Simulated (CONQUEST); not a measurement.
**PtS2: geometry relaxation (part 2 of 3)**

Continued. System: PtS2 (C2/m, 6 atoms in the cell). Method: Kohn-Sham DFT of a periodic cell, PBEsol, PseudoDojo NC PBEsol, no spin polarisation (CONQUEST 1.3); 5×4×3 k-mesh, fermi-dirac of 0.027 eV. The structure derives from an entry of the Crystallography Open Database. It belongs to a series of runs on one base structure; here: edges of the box strained at random at fixed volume.

Geometry of the input (Å; fractional positions):
```
3.5081  0.0000  0.0000
0.0000  5.0290  0.0000
0.0000  0.0000  6.2104
Pt 0.0000  0.0000  0.0000
Pt 0.5000  0.0000  0.5000
S  0.0000  0.7730  0.3333
S  0.5000  0.7730  0.8333
S  0.0000  0.2270  0.6667
S  0.5000  0.2270  0.1667
```

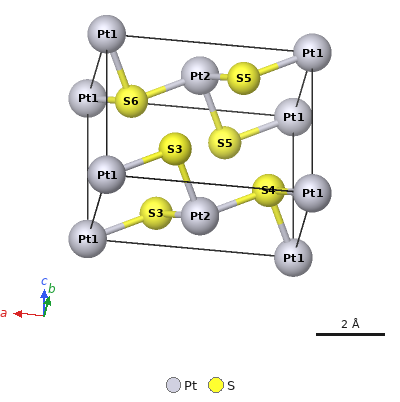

The input geometry (ball-and-stick view of the cell of the calculation, set on other vectors, seen at an oblique angle; atoms are numbered from 1 in the order of the input).

## Output, continued
```
    Force Residual:              0.03869119 Ha/a0
    Maximum force:               0.04730069 Ha/a0
    Force tolerance:             0.00100000 Ha/a0
    Energy change:              -0.00872681 Ha
      single_step: initial energy is      -304.920396 Ha
      PulayMixSC: Starting Pulay mixing, A_up =  0.500 A_dn =  0.500
      PulayMixSC: Spin non-polarised calculation.
          Harris-Foulkes Energy            :      -304.927025037937710 Ha
          Free Energy (E-TS)               :      -304.927079068606417 Ha
      PulayMixSC: Pulay iteration     1 residual:              0.12808E-03
          Harris-Foulkes Energy            :      -304.926985040923739 Ha
          Free Energy (E-TS)               :      -304.927006167787852 Ha
      PulayMixSC: Pulay iteration     2 residual:              0.11855E-03
          Harris-Foulkes Energy            :      -304.926879382641005 Ha
          Free Energy (E-TS)               :      -304.926912607580448 Ha
      PulayMixSC: Pulay iteration     3 residual:              0.21187E-04
          Harris-Foulkes Energy            :      -304.926876052621651 Ha
          Free Energy (E-TS)               :      -304.926909249669507 Ha
      PulayMixSC: Pulay iteration     4 residual:              0.72856E-05
          Harris-Foulkes Energy            :      -304.926875612700940 Ha
          Free Energy (E-TS)               :      -304.926908793229700 Ha
      PulayMixSC: Pulay iteration     5 residual:              0.41658E-05
          Harris-Foulkes Energy            :      -304.926875788182201 Ha
          Free Energy (E-TS)               :      -304.926908960633341 Ha
      PulayMixSC: Pulay iteration     6 residual:              0.35666E-06
      PulayMixSC: Reached SCF tolerance of  0.35666E-06 after      6 iterations
      | Number of electrons      =        60.000037
      | GS Energy as E-(1/2)TS   =      -304.926892374407771 Ha
      | Free Energy as E-TS      =      -304.926908960633341 Ha
      |* Harris-Foulkes energy   =      -304.926875788182201 Ha
      |* DFT total energy        =      -304.926875785753509 Ha
      get_E_and_F: Change in energy during last step of electronic optimisation: -0.17548E-06

      force: Forces on atoms (Ha/a0)
      force:  Atom   X              Y              Z
      force:     1  -0.0000845468   0.0000079429   0.0001199131
      force:     2  -0.0000845508  -0.0000079434  -0.0001199117
      force:     3  -0.0000476062  -0.0411444027  -0.0023125643
      force:     4  -0.0000475400  -0.0409377585  -0.0023622369
      force:     5  -0.0000475421   0.0409377587   0.0023622377
      force:     6  -0.0000476042   0.0411444030   0.0023125649

      force: Maximum force :        0.04114440(Ha/a0) on atom         6 in y direction
      force: Force Residual:        0.03356445 Ha/a0
      force: Total stress:        -22.00209123     0.00000000     0.00000000 GPa
                             0.00000000   -13.27714713    -1.15683538
                             0.00000000    -1.15683538   -18.44674837
      force: Average pressure:     17.90866224 GPa

      Simulation cell dimensions:     6.6293 a0 x     9.5035 a0 x    11.7360 a0

      Atomic coordinates (a0)
         Atom         X         Y         Z  Species
            1    6.6290    9.5035    0.0010        1
            2    3.3143    0.0000    5.8670        1
            3   -0.0000    7.1389    3.8984        2
            4    3.3147    7.1389    9.7664        2
            5   -0.0000    2.3646    7.8377        2
            6    3.3147    2.3646    1.9696        2
    sqnm: search direction has magnitude          0.10499093

    GeomOpt - Iter:    4 MaxF:   0.04114440 Ha/a0 E:    -304.92687579 Ha dE:    -0.00647951 Ha

    Force Residual:              0.03356445 Ha/a0
    Maximum force:               0.04114440 Ha/a0
    Force tolerance:             0.00100000 Ha/a0
    Energy change:              -0.00647951 Ha
      single_step: initial energy is      -304.926876 Ha
      PulayMixSC: Starting Pulay mixing, A_up =  0.500 A_dn =  0.500
      PulayMixSC: Spin non-polarised calculation.
          Harris-Foulkes Energy            :      -304.943615624229778 Ha
          Free Energy (E-TS)               :      -304.943740303387528 Ha
      PulayMixSC: Pulay iteration     1 residual:              0.45968E-03
          Harris-Foulkes Energy            :      -304.943185830073503 Ha
          Free Energy (E-TS)               :      -304.943252876767076 Ha
      PulayMixSC: Pulay iteration     2 residual:              0.47955E-03
          Harris-Foulkes Energy            :      -304.941735328303025 Ha
          Free Energy (E-TS)               :      -304.941810414475412 Ha
      PulayMixSC: Pulay iteration     3 residual:              0.13766E-03
          Harris-Foulkes Energy            :      -304.941761636594720 Ha
          Free Energy (E-TS)               :      -304.941835681845475 Ha
      PulayMixSC: Pulay iteration     4 residual:              0.14398E-03
          Harris-Foulkes Energy            :      -304.941569298344120 Ha
          Free Energy (E-TS)               :      -304.941644308404875 Ha
      PulayMixSC: Pulay iteration     5 residual:              0.10734E-04
          Harris-Foulkes Energy            :      -304.941568391696251 Ha
          Free Energy (E-TS)               :      -304.941643281882023 Ha
      PulayMixSC: Pulay iteration     6 residual:              0.20278E-05
          Harris-Foulkes Energy            :      -304.941568514060862 Ha
          Free Energy (E-TS)               :      -304.941643396389281 Ha
      PulayMixSC: Pulay iteration     7 residual:              0.19183E-06
      PulayMixSC: Reached SCF tolerance of  0.19183E-06 after      7 iterations
      | Number of electrons      =        60.000043
      | GS Energy as E-(1/2)TS   =      -304.941605955225100 Ha
      | Free Energy as E-TS      =      -304.941643396389281 Ha
      |* Harris-Foulkes energy   =      -304.941568514060862 Ha
      |* DFT total energy        =      -304.941568513732363 Ha
      get_E_and_F: Change in energy during last step of electronic optimisation: -0.12236E-06

      force: Forces on atoms (Ha/a0)
      force:  Atom   X              Y              Z
      force:     1   0.0031550227  -0.0005325058  -0.0144183925
      force:     2   0.0031551712   0.0005324970   0.0144183510
      force:     3  -0.0016602888  -0.0245955210  -0.0016635895
      force:     4  -0.0015690699  -0.0179950728  -0.0029037085
      force:     5  -0.0015691345   0.0179950785   0.0029037302
      force:     6  -0.0016602187   0.0245955239   0.0016636122

      force: Maximum force :        0.02459552(Ha/a0) on atom         6 in y direction
      force: Force Residual:        0.01969186 Ha/a0
      force: Total stress:        -16.15978544    -0.00000053     0.00000035 GPa
                            -0.00000053    -7.50306212    -1.35505997
                             0.00000036    -1.35505997   -12.67269538
      force: Average pressure:     12.11184765 GPa

      Simulation cell dimensions:     6.6293 a0 x     9.5035 a0 x    11.7360 a0

      Atomic coordinates (a0)
         Atom         X         Y         Z  Species
            1    6.6168    9.5030    0.0409        1
            2    3.3021    0.0005    5.8271        1
            3    6.6293    7.0139    3.9092        2
            4    3.3146    7.0145    9.7767        2
            5    6.6293    2.4891    7.8273        2
            6    3.3146    2.4896    1.9588        2
    sqnm: search direction has magnitude          0.08785827

    GeomOpt - Iter:    5 MaxF:   0.02459552 Ha/a0 E:    -304.94156851 Ha dE:    -0.01469273 Ha

    Force Residual:              0.01969186 Ha/a0
    Maximum force:               0.02459552 Ha/a0
    Force tolerance:             0.00100000 Ha/a0
    Energy change:              -0.01469273 Ha
      single_step: initial energy is      -304.941569 Ha
      PulayMixSC: Starting Pulay mixing, A_up =  0.500 A_dn =  0.500
      PulayMixSC: Spin non-polarised calculation.
          Harris-Foulkes Energy            :      -304.948980888435244 Ha
          Free Energy (E-TS)               :      -304.949088640026503 Ha
      PulayMixSC: Pulay iteration     1 residual:              0.38887E-03
          Harris-Foulkes Energy            :      -304.948820791532739 Ha
          Free Energy (E-TS)               :      -304.948899251118348 Ha
      PulayMixSC: Pulay iteration     2 residual:              0.42337E-03
          Harris-Foulkes Energy            :      -304.947586389568357 Ha
          Free Energy (E-TS)               :      -304.947702221783800 Ha
      PulayMixSC: Pulay iteration     3 residual:              0.69499E-04
          Harris-Foulkes Energy            :      -304.947685196044176 Ha
          Free Energy (E-TS)               :      -304.947800501552535 Ha
      PulayMixSC: Pulay iteration     4 residual:              0.12450E-03
          Harris-Foulkes Energy            :      -304.947544129269261 Ha
          Free Energy (E-TS)               :      -304.947659522067340 Ha
      PulayMixSC: Pulay iteration     5 residual:              0.10473E-04
          Harris-Foulkes Energy            :      -304.947543005035016 Ha
          Free Energy (E-TS)               :      -304.947658673346723 Ha
      PulayMixSC: Pulay iteration     6 residual:              0.16150E-05
          Harris-Foulkes Energy            :      -304.947542834853948 Ha
          Free Energy (E-TS)               :      -304.947658641939199 Ha
      PulayMixSC: Pulay iteration     7 residual:              0.17746E-06
      PulayMixSC: Reached SCF tolerance of  0.17746E-06 after      7 iterations
      | Number of electrons      =        60.000039
      | GS Energy as E-(1/2)TS   =      -304.947600738396602 Ha
      | Free Energy as E-TS      =      -304.947658641939199 Ha
      |* Harris-Foulkes energy   =      -304.947542834853948 Ha
      |* DFT total energy        =      -304.947542834574335 Ha
      get_E_and_F: Change in energy during last step of electronic optimisation:  0.17018E-06

      force: Forces on atoms (Ha/a0)
      force:  Atom   X              Y              Z
      force:     1   0.0013044125   0.0003424355  -0.0058960922
      force:     2   0.0013044792  -0.0003424746   0.0058960740
      force:     3  -0.0006549663  -0.0055204872  -0.0007810862
      force:     4  -0.0006764817  -0.0043586780  -0.0012976204
      force:     5  -0.0006765054   0.0043586897   0.0012976275
      force:     6  -0.0006549421   0.0055204972   0.0007810993

      force: Maximum force :        0.00589609(Ha/a0) on atom         1 in z direction
      force: Force Residual:        0.00545396 Ha/a0
      force: Total stress:        -11.77638394    -0.00000004     0.00000022 GPa
                            -0.00000004    -3.31559628    -0.99160067
                             0.00000022    -0.99160067    -8.73912366
      force: Average pressure:      7.94370129 GPa

      Simulation cell dimensions:     6.6293 a0 x     9.5035 a0 x    11.7360 a0

      Atomic coordinates (a0)
         Atom         X         Y         Z  Species
            1    6.6210    9.5022    0.0211        1
            2    3.3063    0.0013    5.8469        1
            3    6.6268    6.9029    3.9024        2
            4    3.3123    6.9131    9.7681        2
            5    6.6270    2.5905    7.8360        2
            6    3.3122    2.6007    1.9656        2
    sqnm: search direction has magnitude          0.02045212

    GeomOpt - Iter:    6 MaxF:   0.00589609 Ha/a0 E:    -304.94754283 Ha dE:    -0.00597432 Ha

    Force Residual:              0.00545396 Ha/a0
    Maximum force:               0.00589609 Ha/a0
    Force tolerance:             0.00100000 Ha/a0
    Energy change:              -0.00597432 Ha
      single_step: initial energy is      -304.947543 Ha
      PulayMixSC: Starting Pulay mixing, A_up =  0.500 A_dn =  0.500
      PulayMixSC: Spin non-polarised calculation.
          Harris-Foulkes Energy            :      -304.948000416463401 Ha
          Free Energy (E-TS)               :      -304.948128933205112 Ha
      PulayMixSC: Pulay iteration     1 residual:              0.87808E-04
          Harris-Foulkes Energy            :      -304.948018778391940 Ha
          Free Energy (E-TS)               :      -304.948133765065165 Ha
      PulayMixSC: Pulay iteration     2 residual:              0.10193E-03
          Harris-Foulkes Energy            :      -304.947943802380451 Ha
          Free Energy (E-TS)               :      -304.948067894003202 Ha
      PulayMixSC: Pulay iteration     3 residual:              0.30239E-04
          Harris-Foulkes Energy            :      -304.947941773502293 Ha
          Free Energy (E-TS)               :      -304.948066011372816 Ha
      PulayMixSC: Pulay iteration     4 residual:              0.25581E-04
          Harris-Foulkes Energy            :      -304.947936274512301 Ha
          Free Energy (E-TS)               :      -304.948059935039169 Ha
      PulayMixSC: Pulay iteration     5 residual:              0.21054E-05
          Harris-Foulkes Energy            :      -304.947936082837998 Ha
          Free Energy (E-TS)               :      -304.948059815289241 Ha
      PulayMixSC: Pulay iteration     6 residual:              0.14817E-06
      PulayMixSC: Reached SCF tolerance of  0.14817E-06 after      6 iterations
      | Number of electrons      =        60.000040
      | GS Energy as E-(1/2)TS   =      -304.947997949063620 Ha
      | Free Energy as E-TS      =      -304.948059815289241 Ha
      |* Harris-Foulkes energy   =      -304.947936082837998 Ha
      |* DFT total energy        =      -304.947936082724766 Ha
      get_E_and_F: Change in energy during last step of electronic optimisation:  0.19167E-06

      force: Forces on atoms (Ha/a0)
      force:  Atom   X              Y              Z
      force:     1   0.0003016967   0.0007956390  -0.0004324761
      force:     2   0.0003017199  -0.0007953211   0.0004324794
      force:     3   0.0000159932  -0.0007038095  -0.0009086978
      force:     4  -0.0000522182  -0.0030398906  -0.0008559974
      force:     5  -0.0000522131   0.0030397986   0.0008560121
      force:     6   0.0000159868   0.0007037220   0.0009086903

      force: Maximum force :        0.00303989(Ha/a0) on atom         4 in y direction
      force: Force Residual:        0.00201728 Ha/a0
      force: Total stress:        -11.09660649     0.00000014     0.00000012 GPa
                             0.00000014    -2.55516398    -0.99591669
                             0.00000012    -0.99591669    -8.06802573
      force: Average pressure:      7.23993207 GPa

      Simulation cell dimensions:     6.6293 a0 x     9.5035 a0 x    11.7360 a0

      Atomic coordinates (a0)
         Atom         X         Y         Z  Species
            1    6.6239    9.5022    0.0049        1
            2    3.3093    0.0014    5.8631        1
            3    6.6242    6.8771    3.9032        2
            4    3.3097    6.8956    9.7668        2
            5    6.6244    2.6079    7.8372        2
            6    3.3095    2.6264    1.9648        2
    sqnm: search direction has magnitude          0.00898569

    GeomOpt - Iter:    7 MaxF:   0.00303989 Ha/a0 E:    -304.94793608 Ha dE:    -0.00039325 Ha

    Force Residual:              0.00201728 Ha/a0
    Maximum force:               0.00303989 Ha/a0
    Force tolerance:             0.00100000 Ha/a0
    Energy change:              -0.00039325 Ha
      single_step: initial energy is      -304.947936 Ha
      PulayMixSC: Starting Pulay mixing, A_up =  0.500 A_dn =  0.500
      PulayMixSC: Spin non-polarised calculation.
          Harris-Foulkes Energy            :      -304.948021723941338 Ha
          Free Energy (E-TS)               :      -304.948143995081921 Ha
      PulayMixSC: Pulay iteration     1 residual:              0.32712E-04
          Harris-Foulkes Energy            :      -304.948024112799715 Ha
          Free Energy (E-TS)               :      -304.948142101861890 Ha
      PulayMixSC: Pulay iteration     2 residual:              0.34921E-04
          Harris-Foulkes Energy            :      -304.948014319444951 Ha
          Free Energy (E-TS)               :      -304.948134432175038 Ha
      PulayMixSC: Pulay iteration     3 residual:              0.56689E-05
          Harris-Foulkes Energy            :      -304.948014905452283 Ha
          Free Energy (E-TS)               :      -304.948134726645549 Ha
      PulayMixSC: Pulay iteration     4 residual:              0.84962E-05
          Harris-Foulkes Energy            :      -304.948014295154564 Ha
          Free Energy (E-TS)               :      -304.948134112405739 Ha
      PulayMixSC: Pulay iteration     5 residual:              0.66069E-06
      PulayMixSC: Reached SCF tolerance of  0.66069E-06 after      5 iterations
      | Number of electrons      =        60.000038
      | GS Energy as E-(1/2)TS   =      -304.948074203780152 Ha
      | Free Energy as E-TS      =      -304.948134112405739 Ha
      |* Harris-Foulkes energy   =      -304.948014295154564 Ha
      |* DFT total energy        =      -304.948014292507537 Ha
      get_E_and_F: Change in energy during last step of electronic optimisation:  0.61030E-06

      force: Forces on atoms (Ha/a0)
      force:  Atom   X              Y              Z
      force:     1   0.0001831584   0.0002054250  -0.0007422287
      force:     2   0.0001831756  -0.0002049660   0.0007422428
      force:     3   0.0000249452  -0.0000760572  -0.0004492487
      force:     4   0.0000505252  -0.0011000870  -0.0002652935
      force:     5   0.0000505297   0.0010999972   0.0002653098
      force:     6   0.0000249399   0.0000759734   0.0004492475

      force: Maximum force :        0.00110009(Ha/a0) on atom         4 in y direction
      force: Force Residual:        0.00084020 Ha/a0
      force: Total stress:        -10.71834965     0.00000007     0.00000007 GPa
                             0.00000007    -2.26576325    -0.83257019
                             0.00000007    -0.83257019    -7.86148506
      force: Average pressure:      6.94853265 GPa

      Simulation cell dimensions:     6.6293 a0 x     9.5035 a0 x    11.7360 a0
```
